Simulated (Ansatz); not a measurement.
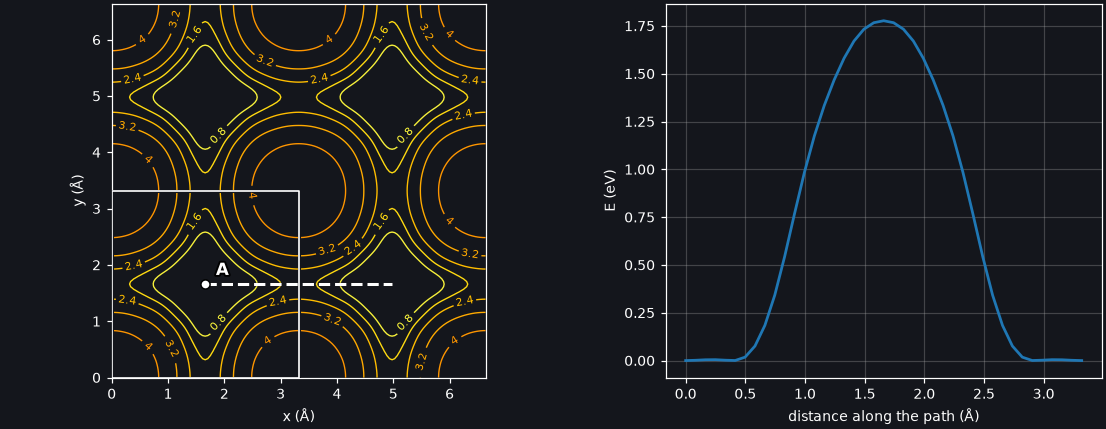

C on a Ta(100) slab cut from the Im-3m phase, its upper half relaxed before the scan (4 atoms of substrate and one adsorbate in a 1 × 1 cell). C is moved over the surface cell; relaxed at each place: the height of the adsorbate's atoms; substrate rigid; the origin of the map has the adsorbate above Ta4. Places are given modulo a cell vector. The map is drawn in real space over the plane of the surface. Grid: 8 × 8 points; 15 points were computed and 49 follow by symmetry. Energies are in eV, from the lowest grid point. With one adsorbate in each 1 × 1 cell, its nearest image is 3.3 Å away, so neighbouring adsorbates interact. All numbers below come from DFT PBE, scalar-relativistic, plane waves, PAW (Ansatz). Settings: cutoff 420 eV, k-mesh 8×8×1, gaussian smearing 0.1 eV, no spin polarisation.

The picture shows contour lines labelled in eV (none above 4.8), a line along the lowest path, the outline of one cell of the 2 × 2 shown, the energy along the path at the right, the start A. Between grid points the surface is interpolated.

Describe the path and its barrier.

The easiest path leads from the well at a fourfold hollow over a second-layer Ta atom, (4/8, 4/8) of the cell vectors to its copy one period on. Its highest point lies about 1.8 eV above the bottom of the first well on the interpolated surface, at a bridge site between two Ta atoms, (0/8, 4/8) of the cell vectors. This is the barrier on the constrained surface; relaxing the other coordinates would change it.

PAW datasets: the set soft_1.
